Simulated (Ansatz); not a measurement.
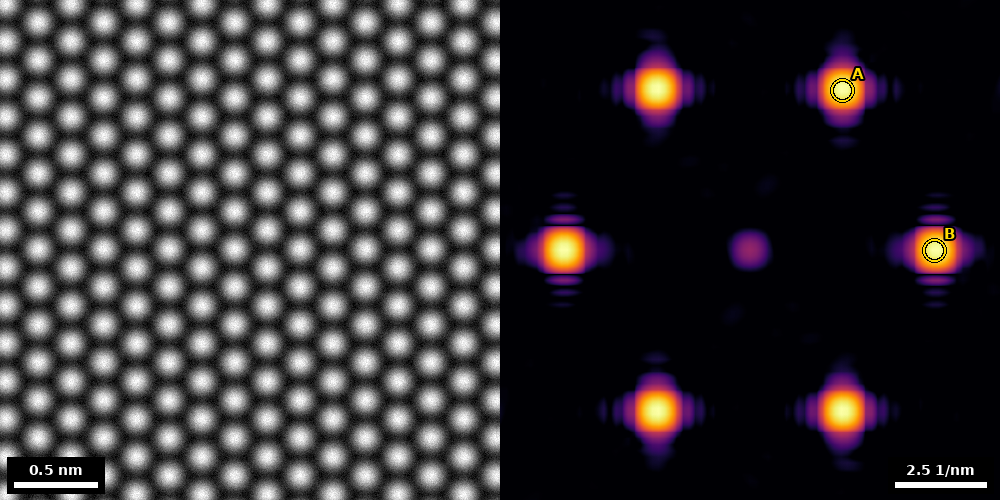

HAADF-like image of Ni (P6/mmm, No. 191) along [001]. Simulation: incoherent imaging, intensity Z^1.6 per atom, probe width 1.30 Å, thin sample. The probe carries 15 % of its weight in a tail 2.5 times as wide. The display is stretched by a gamma of 0.8; percentages refer to the linear signal. Shot noise was added. Structure used: the geometry relaxed with DFT PBEsol, scalar-relativistic, plane waves, PAW in Ansatz 0.2.0; the starting structure was generated, so it need not be a known form of this composition.

The right panel is the modulus of the image's Fourier transform on a logarithmic scale.

a = 3.927 Å, b = 3.927 Å, c = 2.379 Å, α = 90.00°, β = 90.00°, γ = 120.00°

Question: Index the marked spots and give their plane spacings (the zone axis points at the viewer; indices equivalent by symmetry, or all signs reversed, are as good).

Answer: A: (-2 1 0), d = 1.96 Å; B: (-1 2 0), d = 1.96 Å. A and B enclose 60°, and every spot obeys the zone law hu + kv + lw = 0 for [001].
